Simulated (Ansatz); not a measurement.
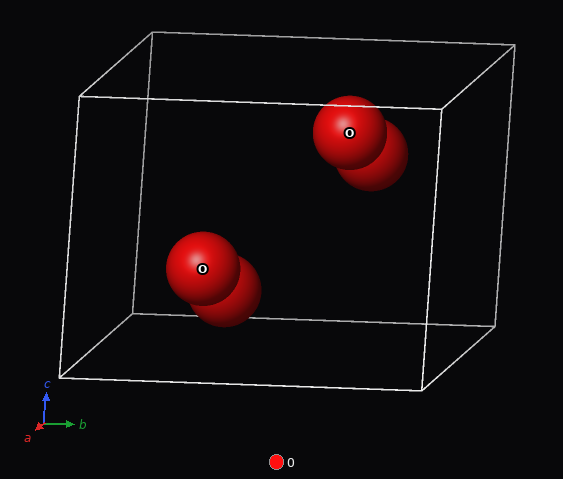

Drawn in the ball-and-stick manner and seen slightly off an axis. The wireframe shows the conventional unit cell.

O, space group P2/c (No. 13), a = 3.908 Å, b = 3.892 Å, c = 3.019 Å, α = 90.00°, β = 110.69°, γ = 90.00°. It goes back to a structure listed in the Materials Project. The cell was then strained or its atoms displaced on purpose. Ansatz was used for an electronic-structure calculation on it.

This one geometry was computed with Ansatz (DFT, plane waves, PAW) at three levels of theory: PBE, r2SCAN and HSE06.

Which level gives the highest pressure at this volume, and what does that say about its equilibrium volume?

Answer. Highest: PBE (7.3 GPa), which points to the largest equilibrium volume. Lowest, with the smallest volume: HSE06 (-2.4 GPa). Levels within 0.5 GPa of each other can't be told apart.

How does the band gap change with the level of theory?

Answer. PBE: a gap of 0.72 eV, indirect; r2SCAN: a gap of 0.79 eV, indirect; HSE06: a gap of 1.47 eV, indirect.

Collect the results in a table.

Answer.
| level | cutoff (eV) | k-mesh of the run's cell | gap (eV) | pressure (GPa) |
| --- | --- | --- | --- | --- |
| PBE | 420 | 8×6×10 | 0.72 | 7.3 |
| r2SCAN | 500 | 8×6×10 | 0.79 | 1.8 |
| HSE06 | 420 | 6×4×6 | 1.47 | -2.4 |

Gaps are taken on the k-mesh or band path of each run.
